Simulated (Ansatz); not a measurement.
System: C19O (slab).

Input file:

```
crystal:
  lattice:
    - [7.398, 0.0, 0.0]
    - [-3.699, 6.406856, 0.0]
    - [0.0, 0.0, 12.0]
  atoms:
    - { symbol: C, position: [0.0, 0.0, 0.0833333] }
    - { symbol: C, position: [0.2222222, 0.1111111, 0.0833333] }
    - { symbol: C, position: [0.0, 0.3333333, 0.0833333] }
    - { symbol: C, position: [0.2222222, 0.4444444, 0.0833333] }
    - { symbol: C, position: [0.0, 0.6666667, 0.0833333] }
    - { symbol: C, position: [0.2222222, 0.7777778, 0.0833333] }
    - { symbol: C, position: [0.3333333, 0.0, 0.0833333] }
    - { symbol: C, position: [0.5555556, 0.1111111, 0.0833333] }
    - { symbol: C, position: [0.3333333, 0.3333333, 0.0833333] }
    - { symbol: C, position: [0.5555556, 0.4444444, 0.0833333] }
    - { symbol: C, position: [0.3333333, 0.6666667, 0.0833333] }
    - { symbol: C, position: [0.5555556, 0.7777778, 0.0833333] }
    - { symbol: C, position: [0.6666667, 0.0, 0.0833333] }
    - { symbol: C, position: [0.8888889, 0.1111111, 0.0833333] }
    - { symbol: C, position: [0.6666667, 0.3333333, 0.0833333] }
    - { symbol: C, position: [0.8888889, 0.4444444, 0.0833333] }
    - { symbol: C, position: [0.6666667, 0.6666667, 0.0833333] }
    - { symbol: C, position: [0.8888889, 0.7777778, 0.0833333] }
    - { symbol: C, position: [0.4442821, 0.3964284, 0.1975] }
    - { symbol: O, position: [0.4442821, 0.3964284, 0.2941667] }
basis:
  ecutwfc: 420.0
kpoints:
  mp_grid: { grid: [2, 2, 1] }
hamiltonian:
  xc: pbe
  dispersion: d3bj
  pseudopotentials: { kind: paw, azcp: { folder: soft_1 } }
scf:
  occupations: { method: gaussian, width: 0.02 }
  lower_state_search: "off"
relax:
  f_tol: 0.03
  max_steps: 60
  adjacent_minimum: "off"
output:
  write_density: true
  write_potential: true
  elf: true
  volumetric_format: npy
```

Launched as:

```sh
ansatz run input.yaml --threads 1 --pin off --max-ram 3072MiB --backend cpu --events-out ev --progress --plain --runs-dir out
```

The fields are those of the run's last geometry, not of the input's.

PAW files of the earlier set (soft_1).

Level of theory: DFT PBE-D3(BJ), scalar-relativistic, plane waves, PAW in Ansatz 0.2.0.

### Predict the valence pseudo-density and electron localisation function between the atoms.

C–O (1.20 Å): ρ is about 3.4 e/Å³ halfway; the ELF peaks at about 0.85 between the atoms (inside overlapping PAW spheres, so only a guide): a short, multiple covalent bond.

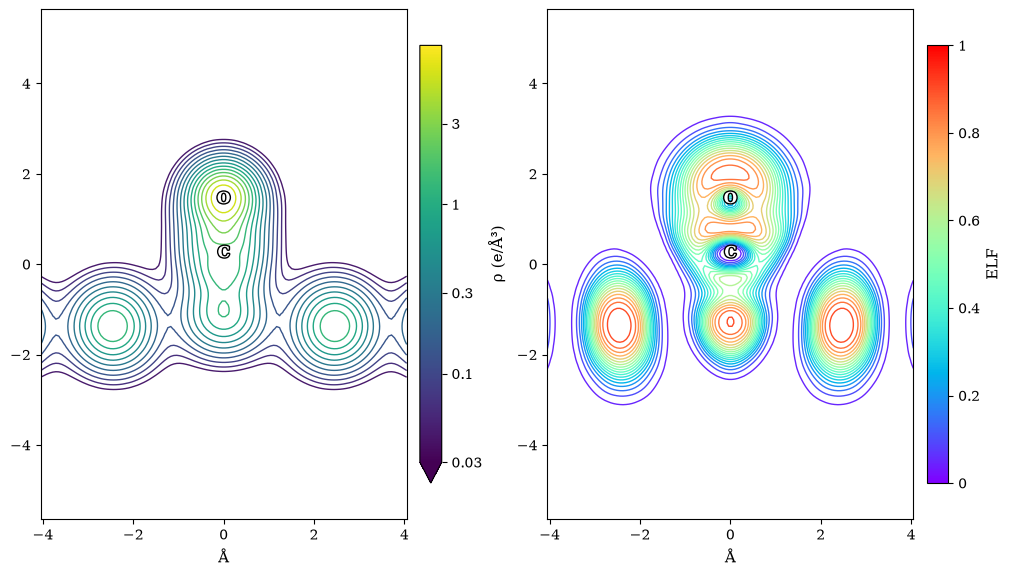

Computed valence pseudo-density and electron localisation function on the (100) plane of the calculation cell, a cut from vacuum to vacuum, in this order. Atoms just off the plane (C, 0.7 Å away) can leave unmarked features too.

In a PAW calculation such maps are meaningful between the atoms, not at the nuclei.
